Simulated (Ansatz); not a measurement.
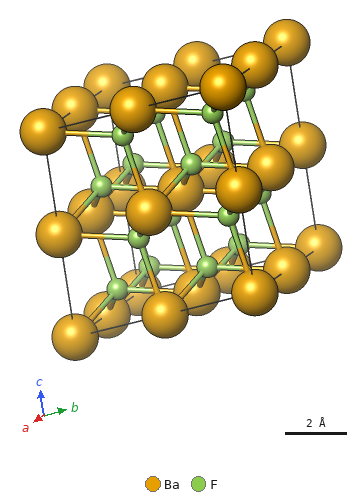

Starting frame of a dynamics run of a 24-atom cell of BaF₂ (built on the measured structure type). Style: ball-and-stick. Shown: the reduced simulation cell, slightly off an axis. Bonds to atoms that aren't drawn are left out. Lengths and directions refer to the drawn axes.

Computed with DFT, PBE, plane waves, PAW in Ansatz 0.2.0.

The input:
```yaml
crystal:
  lattice:
    - [0.0, 6.1943224824, 6.1943224824]
    - [6.1943224824, 0.0, 6.1943224824]
    - [6.1943224824, 6.1943224824, 0.0]
  atoms:
    - { symbol: Ba, position: [0.0, 0.0, 0.0] }
    - { symbol: F, position: [0.125, 0.125, 0.125] }
    - { symbol: F, position: [0.375, 0.375, 0.375] }
    - { symbol: Ba, position: [0.0, 0.0, 0.5] }
    - { symbol: F, position: [0.125, 0.125, 0.625] }
    - { symbol: F, position: [0.375, 0.375, 0.875] }
    - { symbol: Ba, position: [0.0, 0.5, 0.0] }
    - { symbol: F, position: [0.125, 0.625, 0.125] }
    - { symbol: F, position: [0.375, 0.875, 0.375] }
    - { symbol: Ba, position: [0.0, 0.5, 0.5] }
    - { symbol: F, position: [0.125, 0.625, 0.625] }
    - { symbol: F, position: [0.375, 0.875, 0.875] }
    - { symbol: Ba, position: [0.5, 0.0, 0.0] }
    - { symbol: F, position: [0.625, 0.125, 0.125] }
    - { symbol: F, position: [0.875, 0.375, 0.375] }
    - { symbol: Ba, position: [0.5, 0.0, 0.5] }
    - { symbol: F, position: [0.625, 0.125, 0.625] }
    - { symbol: F, position: [0.875, 0.375, 0.875] }
    - { symbol: Ba, position: [0.5, 0.5, 0.0] }
    - { symbol: F, position: [0.625, 0.625, 0.125] }
    - { symbol: F, position: [0.875, 0.875, 0.375] }
    - { symbol: Ba, position: [0.5, 0.5, 0.5] }
    - { symbol: F, position: [0.625, 0.625, 0.625] }
    - { symbol: F, position: [0.875, 0.875, 0.875] }
kpoints:
  mp_grid: { grid: [2, 2, 2] }
hamiltonian:
  xc: pbe
scf:
  occupations: { method: fermi_dirac, width: 0.146 }
md:
  ensemble: nve
  temperature: 1700
  timestep: 2.0
  n_steps: 40
  initial_velocities: maxwell_boltzmann
  seed: 40
```

Launched with:
```bash
ansatz run input.yaml --threads 4 --pin off --max-ram 3686MiB --backend cpu --events-out ev --progress --plain --runs-dir out
```

What does the trajectory do?

Answer. The mean temperature in the second half is 744 K (standard deviation 136 K). The first frame carries almost no forces, so kinetic energy first flows into potential energy: the temperature drops from 1700 to 413 K within 36 fs, and without a thermostat its mean stays below the start. The potential energy is still drifting at the end, so the run hasn't reached equilibrium. The potential energy in the second half lies on average 119 meV per atom above the first frame. In the second half of the run the atoms are, in the root-mean-square, this far from where they began (common drift taken out): F 0.29 Å, Ba 0.24 Å. The run lasts only 80 fs, too short to tell vibration from diffusion. The total energy stays between −0.0018 and 0.28 meV per atom of its start. A straight-line fit has a slope that amounts to +0.064 meV per atom over 80 fs (under 0.1 % of the mean kinetic energy), its mean offset in the second half is 0.1 %, and the ripple about the line is 0.2 % of the kinetic energy's fluctuation. With a drift under 2 % and a ripple under 7 %, the integration is accurate.

Along the run (each row but the first and the last is the mean over the interval that it begins):

| time (fs) | potential energy (meV/atom) | T (K) |
| --- | --- | --- |
| 0.0 | 0.0 | 1700 |
| 8.0 | 35.1 | 1417 |
| 16.0 | 90.0 | 975 |
| 24.0 | 139.9 | 573 |
| 32.0 | 158.6 | 421 |
| 40.0 | 147.9 | 507 |
| 48.0 | 127.3 | 673 |
| 56.0 | 111.3 | 802 |
| 64.0 | 104.9 | 854 |
| 72.0 | 104.7 | 856 |
| 80.0 | 105.4 | 851 |

The paths of the atoms:

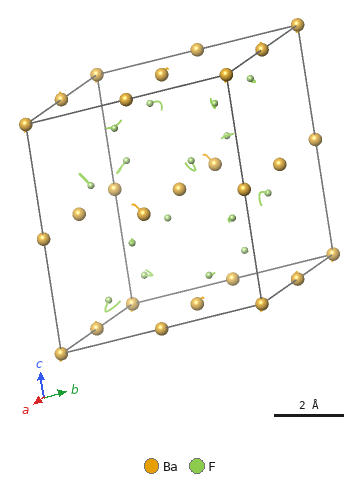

The run took 4 min on 4 threads of Arm Neoverse V1, on a shared host, peak memory 1.8 GiB.
